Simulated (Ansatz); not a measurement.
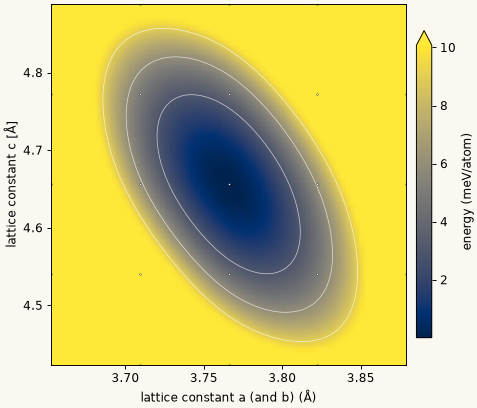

SnO (P4/nmm, No. 129; 4 atoms in the cell). The energy is mapped over the lattice constants a and c of the conventional cell. First axis: lattice constant a (and b). Second axis: lattice constant c. Nothing is relaxed (fractional coordinates fixed). Grid: 5 × 5 points. Energies: meV/atom, counted from the lowest grid point. The lowest point has no gap; 3 points of the grid have one on the k-mesh. The calculation used DFT LDA, scalar-relativistic, plane waves, PAW in Ansatz 0.2.0. Settings: cutoff 520 eV, k-mesh 10×10×8 in the order of the run's cell vectors, gaussian smearing 0.15 eV, no spin polarisation.

In the figure: a smooth colour map with a few white contour lines, dots at the grid points, one colour for all values above the top of the scale. Between grid points the surface is interpolated.

Question: Where is the minimum, and how stiff is the well along each coordinate?

Answer: The interpolated minimum is at lattice constant a (and b) ≈ 3.766 Å, lattice constant c ≈ 4.656 Å. The curvatures there are about 16 eV/Å² and 2.5 eV/Å², with a cross term of about 3.4 eV/Å² (per cell of 4 atoms). Round the minimum the valley is somewhat tilted: raising lattice constant a (and b) shifts the best value of lattice constant c downwards (coupling k₁₂/√(k₁₁k₂₂) about 0.5).

PAW datasets: the set soft_1.
